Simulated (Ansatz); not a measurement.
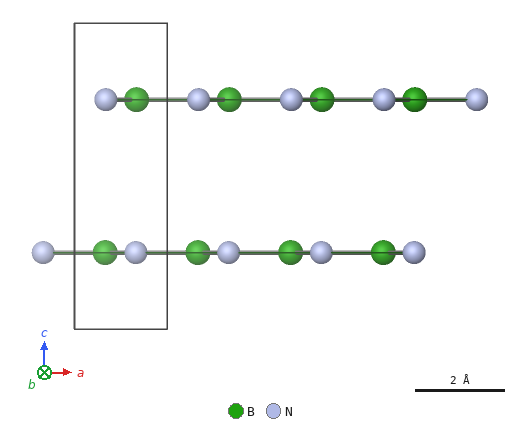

Starting structure of a crystal of BN (set up in Cmcm). A polyhedral model of the cell of the calculation, repeated 4 × 1 × 1 with one cell outlined, seen along the b axis.

Case: uniaxial strain along a of -4.0 %; b, c and atoms relaxed.

These are results of DFT r2SCAN, scalar-relativistic, plane waves, PAW in Ansatz, not measurements.

Input file:
```yaml
crystal:
  lattice:
    - [2.4008894129, 0.0, 0.0]
    - [-1.2004447065, 2.1875245162, 0.0]
    - [0.0, 0.0, 6.9430053254]
  atoms:
    - { symbol: B, position: [0.3306025934, 0.6610633955, 0.25] }
    - { symbol: B, position: [0.6693974066, 0.3389366045, 0.75] }
    - { symbol: "N", position: [0.3377367986, 0.6756983251, 0.75] }
    - { symbol: "N", position: [0.6622632014, 0.3243016749, 0.25] }
basis:
  ecutwfc: 500
kpoints:
  mp_grid: { grid: [12, 12, 4] }
hamiltonian:
  xc: r2scan
scf:
  occupations: { method: gaussian, width: 0.02 }
output:
  forces: true
  stress: true
  eigenvalues: true
relax:
  adjacent_minimum: "off"
  f_tol: 0.008
  max_steps: 40
  cell: { stress_tol: 0.015, fix: [a, angles] }
```

Run as
```bash
ansatz run input.yaml --threads 1 --pin off --max-ram 2560MiB --backend cpu --events-out ev --progress --plain --runs-dir out
```

> Where does the relaxation end?

The largest moves relative to the cell, 0.025 Å, are those of N3 and N4. N4 goes along [−1 −2 0]. By element the largest moves are N 0.025 Å, B 0.016 Å. Cell: a unchanged at 2.401 Å, b 2.495 → 2.493 Å (−0.1 %), c 6.943 → 6.887 Å (−0.8 %). Volume −0.9 %. Near-neighbour distances that change, for instance: B1–N4 1.451 → 1.441 Å, B1–N4 (another image) 1.408 → 1.413 Å. The space group stays Cmcm (No. 63). Over 4 accepted moves (5 points after the start) the energy falls by 0.9 meV per atom. The largest force component goes from 0.39 to 0.00073 eV/Å. Pressure: 11.94 GPa at the start and 12.23 GPa at the end. At 1 point the geometry stayed and the basis and grid were re-selected for the new cell (energy shift of less than 0.05 meV per atom at most each time). The run took 88 s on 1 thread of Arm Neoverse V1, with other jobs on the host, peak memory 0.48 GiB.
